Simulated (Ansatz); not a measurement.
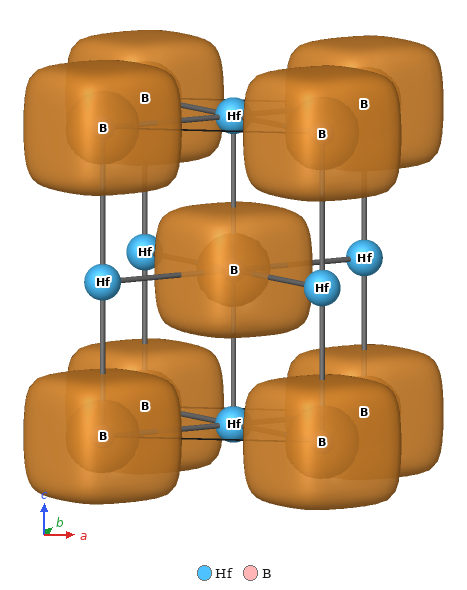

Figure 1: HfB. Isosurface of the ELF at 0.55 (orange), seen slightly off an axis. Only the valence region is drawn (cores and ρ < 0.01 e/Å³ removed). Sticks mark near contacts.

Space group I4/mmm; changed on purpose from its base cell (strain +0.015 along x and y, +0.000 along z, atoms carried along); computed pressure about 22 GPa in this cell; computed without spin polarisation.

Level of theory: DFT PBE, scalar-relativistic, plane waves, PAW in Ansatz 0.2.0.

The calculation's input:

```
crystal:
  lattice:
    - [0.0, 2.34465, 2.31]
    - [2.34465, 0.0, 2.31]
    - [2.34465, 2.34465, 0.0]
  atoms:
    - { symbol: Hf, position: [0.5, 0.5, 0.5] }
    - { symbol: B, position: [0.0, 0.0, 0.0] }
basis:
  ecutwfc: 420
kpoints:
  mp_grid: { grid: [18, 18, 18] }
hamiltonian:
  xc: pbe
scf:
  occupations: { method: gaussian, width: 0.15 }
output:
  forces: true
  stress: true
  eigenvalues: true
  write_density: true
  write_potential: true
  elf: true
  volumetric_format: npy
```

Launched as:

```sh
ansatz run input.yaml --threads 1 --pin off --max-ram 2560MiB --backend cpu --events-out ev --progress --plain --runs-dir out
```

Below, planes, directions and counts refer to the conventional cell (a = 3.32 Å, b = 3.32 Å, c = 4.62 Å, α = 90.00°, β = 90.00°, γ = 90.00°).

> Identify the bonds, lone pairs and shells in this picture.

The surface consists of two regions wrapped around B (the valence shell of each), counted in one cell of 4 atoms. Regions shared between cells count once.

Values along the shortest contacts:
Hf–B (2.31 Å): the ELF peaks at about 0.70 in the valence shell of B, 0.8 Å from its nucleus, and is about 0.25 at the midpoint.

> Does the calculation give a band gap?

It is gapless in this calculation (a metal or semimetal).
